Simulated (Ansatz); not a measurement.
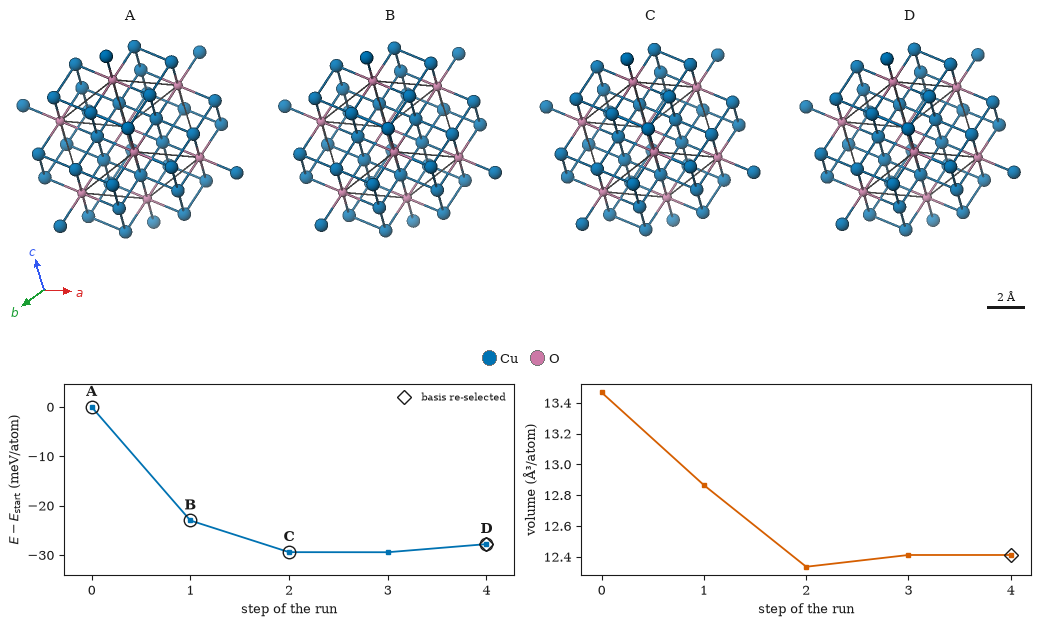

Frames of a relaxation of a crystal of Cu3O (a generated structure, set up in Im-3m) (coarse preliminary run), marked on the history of the run. Style: ball-and-stick. Shown: the cell of the calculation, from a free direction.

The calculation used DFT PBE, scalar-relativistic, plane waves, PAW (Ansatz 0.2.0).

Input
```yaml
crystal:
  lattice:
    - [-2.37918715, 2.37918715, 2.37918715]
    - [2.37918715, -2.37918715, 2.37918715]
    - [2.37918715, 2.37918715, -2.37918715]
  atoms:
    - { symbol: Cu, position: [0.0, 0.5, 0.5], spin: 1.0 }
    - { symbol: Cu, position: [0.5, 0.0, 0.5], spin: 1.0 }
    - { symbol: Cu, position: [0.5, 0.5, 0.0], spin: 1.0 }
    - { symbol: O, position: [0.0, 0.0, 0.0] }
basis:
  ecutwfc: 420
kpoints:
  mp_grid: { grid: [6, 6, 6] }
hamiltonian:
  xc: pbe
scf:
  occupations: { method: gaussian, width: 0.1 }
  lower_state_search: "off"
output:
  forces: true
  stress: true
  eigenvalues: true
  populations: true
magnetization:
  spin_polarized: true
relax:
  adjacent_minimum: "off"
  f_tol: 0.04
  max_steps: 70
  cell: { stress_tol: 0.4 }
```

Launched with:
```bash
ansatz run input.yaml --threads 1 --pin off --max-ram 2560MiB --backend cpu --events-out ev --progress --plain --runs-dir out
```

Q: Describe the path.

A: No atom moves by more than 0.005 Å relative to the cell. The drawn cell changes as follows: a = b = c 4.121 → 4.010 Å (−2.7 %); the volume changes by −7.8 %. Some distances before and after: Cu1–Cu2 2.379 → 2.315 Å, Cu1–O4 2.379 → 2.315 Å. The space group stays Im-3m (No. 229). The energy falls by 27.8 meV per atom in 3 accepted moves (4 points after the start). All forces vanish by symmetry, so only the cell relaxes. Pressure: −7.68 GPa at the start and −0.12 GPa at the end. The SCF was repeated once at an unchanged geometry on a basis and grid sized afresh for the cell, which shifted the energy by 1.6 meV per atom at most. The program noted that the starting moments weren't kept. From step 0 to 1: volume −4.5 %, energy −23.0 meV per atom. From step 1 to 2: volume −4.1 %, energy −6.4 meV per atom. From step 2 to 4: volume +0.6 %, energy +1.6 meV per atom.

| step | E − E(0), meV/atom | pressure, GPa | volume, Å³/atom | note |
| --- | --- | --- | --- | --- |
| 0 | 0.00 | -7.68 | 13.467 |  |
| 1 | -22.99 | -3.77 | 12.866 |  |
| 2 | -29.40 | 0.72 | 12.336 |  |
| 3 | -29.41 | 0.00 | 12.412 |  |
| 4 | -27.77 | -0.12 | 12.412 | same geometry, new basis |
